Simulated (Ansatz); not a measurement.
Zn

```
Zn
1.0
     4.49453    0.00000    0.00000
    -2.24727    3.89238    0.00000
     0.00000    0.00000    2.69401
Zn
3
Direct
  0.00000 0.00000 0.00000
  0.33333 0.66667 0.50000
  0.66667 0.33333 0.50000
```

Space group P6/mmm; set up as Zn, omega (AlB2-type); a generated structure, not necessarily the stable one; changed on purpose from its base cell (volume × 0.96); computed pressure about 2 GPa in this cell.

All numbers below come from DFT, RPBE, plane waves (420 eV) with PAW, scalar-relativistic (Ansatz 0.2.0).

**Predict the valence pseudo-density and electron localisation function between the atoms.**

Zn–Zn (2.59 Å): ρ at the midpoint is about 0.25 e/Å³; the ELF is about 0.30 at the midpoint; no shared electron pair shows on this line.

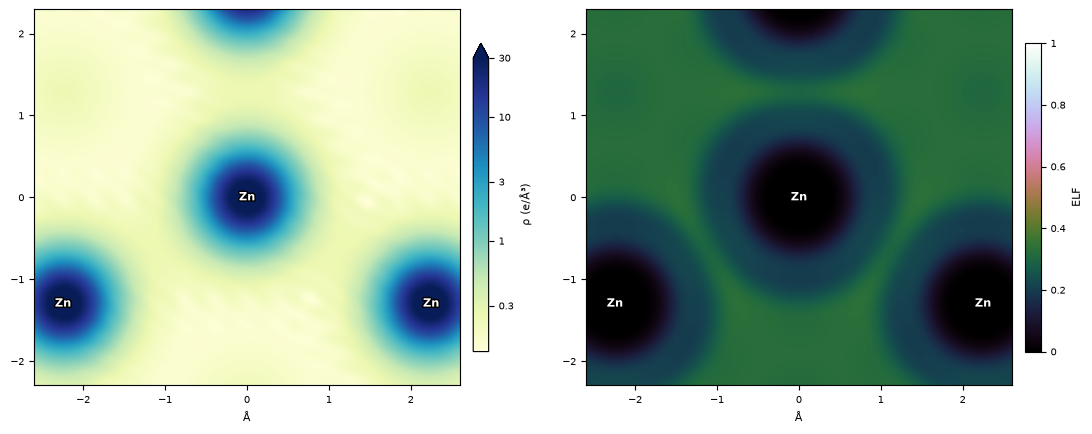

Computed valence pseudo-density and electron localisation function on the (001) plane of the conventional cell, in this order. 
